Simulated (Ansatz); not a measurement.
# Al$_{16}$HO$_{24}$ (cell with a defect): what the fields show

Input file:

```
crystal:
  lattice:
    - [-4.7738611789, -2.7561900367, 4.3382851438]
    - [4.7738611789, -2.7561900367, 4.3382851438]
    - [0.0, 5.5123800734, 4.3382851438]
  atoms:
    - { symbol: Al, position: [0.1479209717, 0.1479209717, 0.1479209717], spin: 0.111 }
    - { symbol: Al, position: [0.6479209717, 0.6479209717, 0.1479209717] }
    - { symbol: Al, position: [0.6479209717, 0.1479209717, 0.6479209717] }
    - { symbol: Al, position: [0.1479209717, 0.6479209717, 0.6479209717] }
    - { symbol: Al, position: [0.3520790283, 0.3520790283, 0.3520790283] }
    - { symbol: Al, position: [0.8520790283, 0.8520790283, 0.3520790283] }
    - { symbol: Al, position: [0.8520790283, 0.3520790283, 0.8520790283] }
    - { symbol: Al, position: [0.3520790283, 0.8520790283, 0.8520790283] }
    - { symbol: Al, position: [0.6479209717, 0.6479209717, 0.6479209717] }
    - { symbol: Al, position: [0.1479209717, 0.1479209717, 0.6479209717] }
    - { symbol: Al, position: [0.1479209717, 0.6479209717, 0.1479209717] }
    - { symbol: Al, position: [0.6479209717, 0.1479209717, 0.1479209717] }
    - { symbol: Al, position: [0.8520790283, 0.8520790283, 0.8520790283], spin: 0.111 }
    - { symbol: Al, position: [0.3520790283, 0.3520790283, 0.8520790283] }
    - { symbol: Al, position: [0.3520790283, 0.8520790283, 0.3520790283] }
    - { symbol: Al, position: [0.8520790283, 0.3520790283, 0.3520790283] }
    - { symbol: O, position: [0.4029299272, 0.5970700728, 0.75] }
    - { symbol: O, position: [0.9029299272, 0.0970700728, 0.75], spin: 0.111 }
    - { symbol: O, position: [0.9029299272, 0.5970700728, 0.25] }
    - { symbol: O, position: [0.4029299272, 0.0970700728, 0.25] }
    - { symbol: O, position: [0.4029299272, 0.25, 0.5970700728] }
    - { symbol: O, position: [0.9029299272, 0.75, 0.5970700728] }
    - { symbol: O, position: [0.9029299272, 0.25, 0.0970700728], spin: 0.111 }
    - { symbol: O, position: [0.4029299272, 0.75, 0.0970700728] }
    - { symbol: O, position: [0.5970700728, 0.75, 0.4029299272] }
    - { symbol: O, position: [0.0970700728, 0.25, 0.4029299272] }
    - { symbol: O, position: [0.0970700728, 0.75, 0.9029299272], spin: 0.111 }
    - { symbol: O, position: [0.5970700728, 0.25, 0.9029299272] }
    - { symbol: O, position: [0.75, 0.4029299272, 0.5970700728] }
    - { symbol: O, position: [0.25, 0.9029299272, 0.5970700728] }
    - { symbol: O, position: [0.25, 0.4029299272, 0.0970700728] }
    - { symbol: O, position: [0.75, 0.9029299272, 0.0970700728], spin: 0.111 }
    - { symbol: O, position: [0.25, 0.5970700728, 0.4029299272] }
    - { symbol: O, position: [0.75, 0.0970700728, 0.4029299272] }
    - { symbol: O, position: [0.75, 0.5970700728, 0.9029299272] }
    - { symbol: O, position: [0.25, 0.0970700728, 0.9029299272], spin: 0.111 }
    - { symbol: O, position: [0.5970700728, 0.4029299272, 0.25] }
    - { symbol: O, position: [0.0970700728, 0.9029299272, 0.25], spin: 0.111 }
    - { symbol: O, position: [0.0970700728, 0.4029299272, 0.75] }
    - { symbol: O, position: [0.5970700728, 0.9029299272, 0.75] }
    - { symbol: H, position: [0.0, 0.0, 0.0], spin: 0.111 }
  host:
    lattice:
      - [2.3869305895, 1.3780950184, 4.3382851438]
      - [-2.3869305895, 1.3780950184, 4.3382851438]
      - [0.0, -2.7561900367, 4.3382851438]
    atoms:
      - { symbol: Al, position: [0.1479209717, 0.1479209717, 0.1479209717] }
      - { symbol: Al, position: [0.3520790283, 0.3520790283, 0.3520790283] }
      - { symbol: Al, position: [0.6479209717, 0.6479209717, 0.6479209717] }
      - { symbol: Al, position: [0.8520790283, 0.8520790283, 0.8520790283] }
      - { symbol: O, position: [0.9441401456, 0.5558598544, 0.25] }
      - { symbol: O, position: [0.4441401456, 0.75, 0.0558598544] }
      - { symbol: O, position: [0.5558598544, 0.25, 0.9441401456] }
      - { symbol: O, position: [0.25, 0.9441401456, 0.5558598544] }
      - { symbol: O, position: [0.75, 0.0558598544, 0.4441401456] }
      - { symbol: O, position: [0.0558598544, 0.4441401456, 0.75] }
basis:
  ecutwfc: 420
  xc_grid: 2
kpoints:
  mp_grid: { grid: [2, 2, 2], shift: [0.5, 0.5, 0.5] }
hamiltonian:
  xc: pbesol
scf:
  occupations: { method: gaussian, width: 0.01 }
output:
  forces: true
  stress: false
  eigenvalues: true
  populations: true
  charged_corrections:
    defect_position: [0.0, 0.0, 0.0]
    epsilon: [[9.717, 0.0, 0.0], [0.0, 9.717, 0.0], [0.0, 0.0, 11.8055]]
  write_density: true
  write_potential: true
  elf: true
  volumetric_format: npy
magnetization:
  spin_polarized: true
relax:
  adjacent_minimum: "off"
  f_tol: 0.025
  max_steps: 45
```

Command:

```sh
ansatz run input.yaml --threads 4 --pin off --max-ram 10240MiB --backend cpu --events-out ev --progress --plain --runs-dir out
```

The fields are those of the run's last geometry, not of the input's.

Spin-polarised.

All numbers below come from Ansatz, DFT PBEsol, scalar-relativistic, plane waves, PAW.

In a PAW calculation such maps are meaningful between the atoms, not at the nuclei.

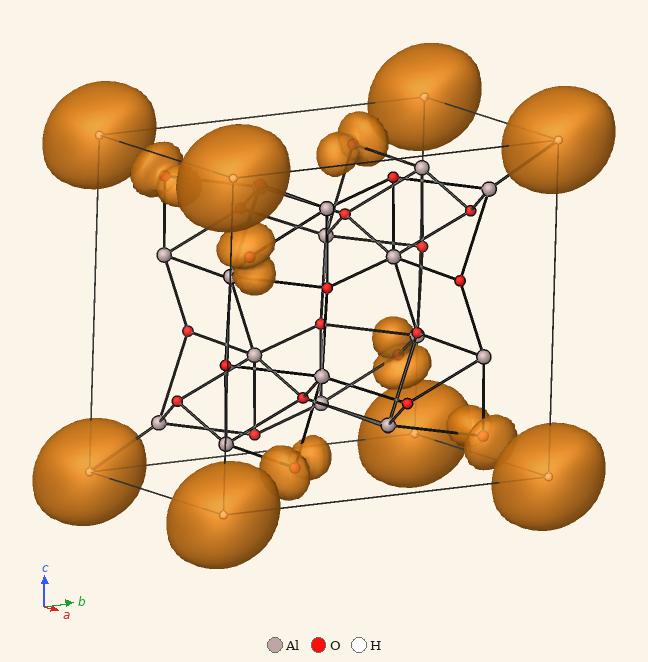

Figure 1. Isosurfaces of the spin density (up minus down) at +0.015 (orange) and −0.015 e/Å³ (purple), seen slightly off an axis. Sticks mark near contacts.

**Where is the spin, and how is it ordered?**

The spin density sits on H: +0.5 μB in one cell of 41 atoms, with smaller moments on other sites: O (up to +0.05 μB): with much of the spin spread outside that site. The cell of the calculation (41 atoms) carries 1.0 μB of net spin moment. Only one sign reaches the isovalue.

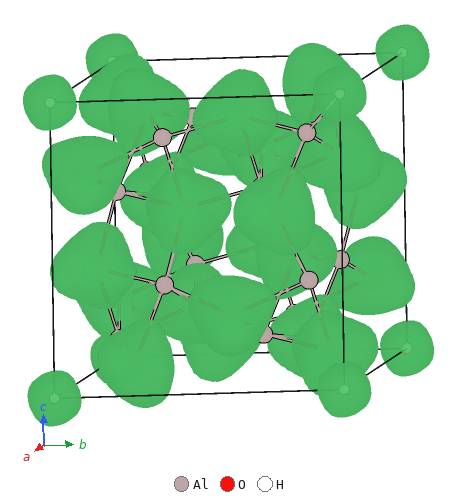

Figure 2. Isosurface of the ELF at 0.65 (green), seen slightly off an axis. Only the valence region is drawn (cores and ρ < 0.01 e/Å³ removed). Sticks mark near contacts.

**Describe the localisation domains.**

The surface consists of one region around a hydrogen nucleus and 24 regions on O in which the atom's valence shell and bonds are merged, counted in one cell of 41 atoms. Any copies at cell faces, edges or corners count once.


Al–O (1.86 Å): the ELF peaks at about 0.85 in the valence shell of O, 0.7 Å from its nucleus, and is about 0.80 at the midpoint. Al–H (1.92 Å): the ELF climbs to about 1 towards the hydrogen.

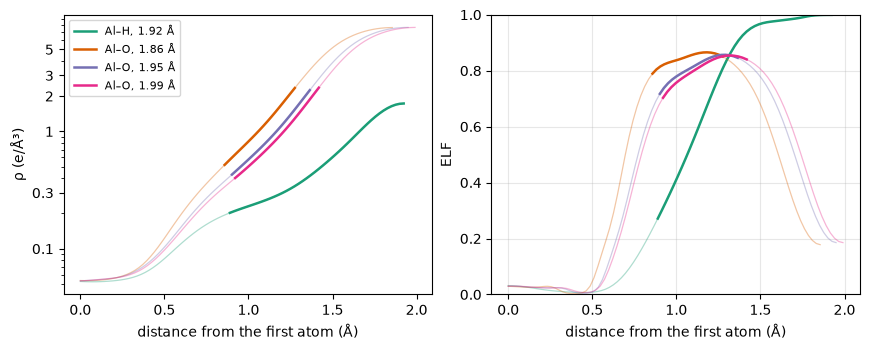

Figure 3. Valence electron density and electron localisation function along straight lines between neighbouring atoms. Thin, pale parts lie inside the atomic spheres.

**What can be read from the curves?**

Al–H (1.92 Å): ρ at the midpoint is about 0.22 e/Å³; the ELF climbs to about 1 towards the hydrogen.
Al–O (1.86 Å): ρ at the midpoint is about 0.65 e/Å³; the ELF peaks at about 0.85 in the valence shell of O, 0.7 Å from its nucleus, and is about 0.80 at the midpoint.
Al–O (1.95 Å): the density is about 0.53 e/Å³ at the midpoint; the ELF peaks at about 0.85 in the valence shell of O, 0.7 Å from its nucleus, and is about 0.75 at the midpoint.
Al–O (1.99 Å): ρ is about 0.5 e/Å³ halfway; the ELF peaks at about 0.85 in the valence shell of O, 0.7 Å from its nucleus, and is about 0.75 at the midpoint.

**Metal or insulator at this level of theory?**

It is gapped, with a Kohn–Sham gap of 1.9 eV on the k-point mesh, an upper bound to the gap of this method.
